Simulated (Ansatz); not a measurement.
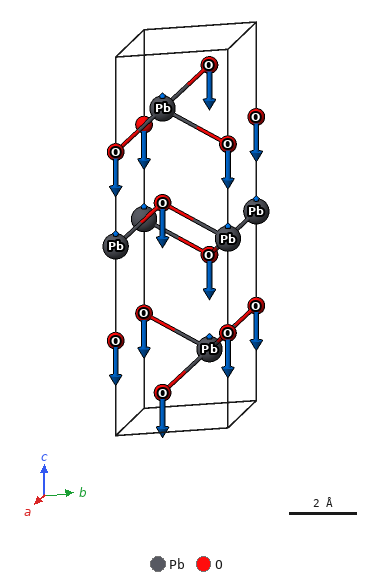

The lowest optical mode of solid PbO2 (a generated structure), space group R-3m (No. 166), at the zone centre. The blue arrows are the displacements of the atoms (eigenvector over the root of the mass), of arbitrary overall length and sign. Style: ball-and-stick. Shown: the conventional cell (3 times the calculation's cell), slightly off an axis. Lengths and directions refer to the drawn axes.

Computed with DFT PBE+D3(BJ), scalar-relativistic, plane waves, PAW in Ansatz 0.2.0. (plane-wave cutoff 420 eV; k-point mesh 18 × 18 × 18; occupations fermi dirac; smearing width 0.15 eV; no spin polarisation)

The frequencies depend somewhat on the k-mesh and the smearing.

**Is this crystal at a minimum with respect to the drawn distortion?**

Yes: this softest mode has a real frequency, and so have all others here. That speaks for this wave vector alone: the rest of the zone wasn't checked in this run. This is the A₂u mode at 271 cm⁻¹, the lowest optical level, infrared-active by symmetry. The O sublattice moves against the Pb sublattice, along c; the kinetic energy is shared as O 87 %, Pb 13 %. The crystal is a metal, so free carriers screen the infrared response.
